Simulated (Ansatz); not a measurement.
## Electronic structure of TaSi2 in real space

Input file:

```
crystal:
  lattice:
    - [4.7583344057, 0.0, 0.0]
    - [-2.3791672029, 4.120838475, 0.0]
    - [0.0, 0.0, 6.5642065984]
  atoms:
    - { symbol: Ta, position: [0.5, 0.0, 0.5] }
    - { symbol: Ta, position: [0.5, 0.5, 0.8333333333] }
    - { symbol: Ta, position: [0.0, 0.5, 0.1666666667] }
    - { symbol: Si, position: [0.1596058652, 0.3192117304, 0.5] }
    - { symbol: Si, position: [0.8403941348, 0.1596058652, 0.8333333333] }
    - { symbol: Si, position: [0.6807882696, 0.8403941348, 0.1666666667] }
    - { symbol: Si, position: [0.8403941348, 0.6807882696, 0.5] }
    - { symbol: Si, position: [0.1596058652, 0.8403941348, 0.8333333333] }
    - { symbol: Si, position: [0.3192117304, 0.1596058652, 0.1666666667] }
basis:
  ecutwfc: 420
kpoints:
  mp_grid: { grid: [12, 12, 6] }
hamiltonian:
  xc: pbesol
scf:
  occupations: { method: gaussian, width: 0.1 }
output:
  forces: true
  stress: true
  eigenvalues: true
  write_density: true
  write_potential: true
  elf: true
  volumetric_format: npy
relax:
  adjacent_minimum: "off"
  f_tol: 0.005
  max_steps: 80
  cell: { stress_tol: 0.05 }
```

Command:

```sh
ansatz run input.yaml --threads 1 --pin off --max-ram 2560MiB --backend cpu --events-out ev --progress --plain --runs-dir out
```

Below, planes, directions and counts refer to the conventional cell (a = 4.76 Å, b = 4.76 Å, c = 6.56 Å, α = 90.00°, β = 90.00°, γ = 120.00°).

The fields are those of the relaxed geometry.

Space group P6₂22; computed without spin polarisation.

All numbers below come from DFT PBEsol, scalar-relativistic, plane waves, PAW in Ansatz.

Core electrons are frozen (PAW), and the valence fields are smoothed inside the atomic spheres.

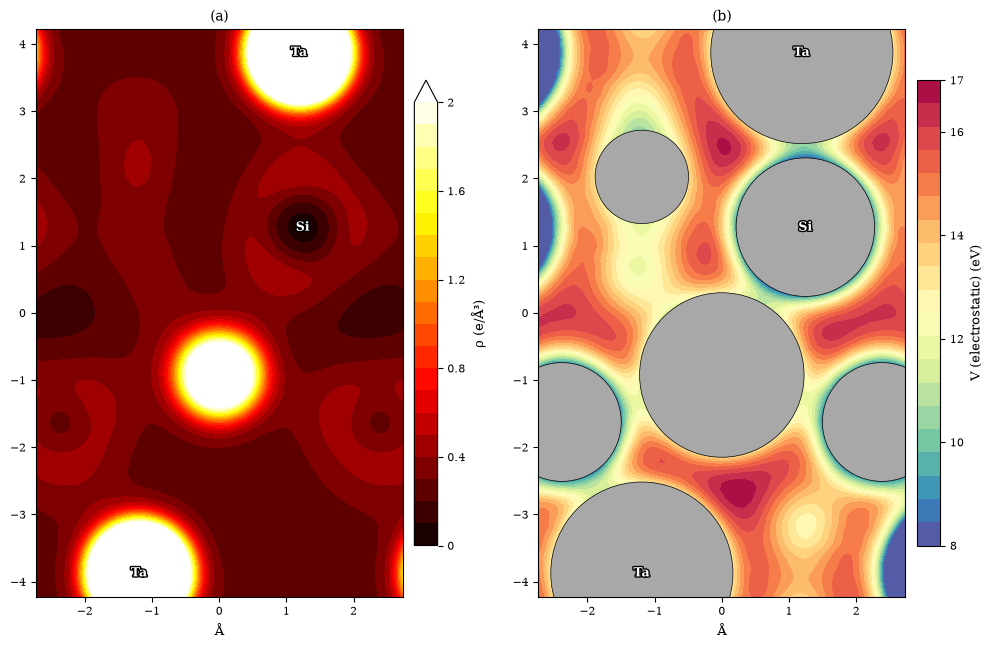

Figure 1. (a) valence electron density; (b) electrostatic potential (local pseudopotential plus Hartree) felt by an electron on the (101) plane of the conventional cell. Grey discs cover the atomic cores in the potential map.

Interpret the plot.

Answer. The plane passes through Ta and Si nuclei.
Atoms just off the plane (Ta, 0.6 Å away and Si, 0.5 Å away) can leave unmarked features too.
Ta–Si (2.60 Å): the density is about 0.4 e/Å³ at the midpoint.
Between the atoms the lowest density in this plane is 0.16 e/Å³.
Outside the cores the potential energy rises away from the atoms and is highest about 1.6 Å from the nearest atoms; its zero is arbitrary.

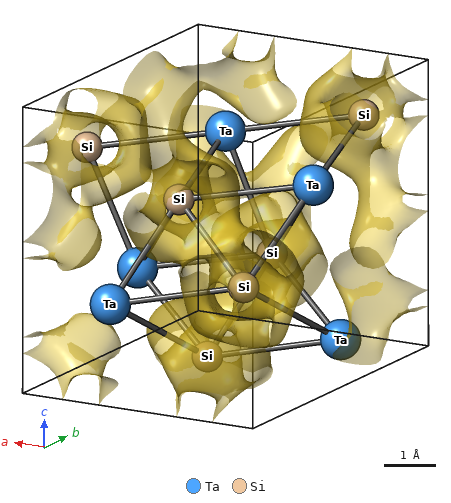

Figure 2. Isosurface of the electron localisation function at 0.6 (yellow), seen at an oblique angle. Core shells and regions of very low density are left out. Sticks mark near contacts.

Describe the localisation domains.

Answer. The surface consists of channels that run through the cell in one direction, counted in one cell of 9 atoms. Regions shared between cells count once.


Si–Si (2.55 Å): the ELF peaks at about 0.75 between the atoms. Ta–Si (2.60 Å): the ELF peaks at about 0.75 in the valence shell of Si, 0.9 Å from its nucleus, and is about 0.40 at the midpoint.

Does the calculation make it a metal, or give it a gap?

Answer. It is metallic or semimetallic at this level of theory: no gap opens.
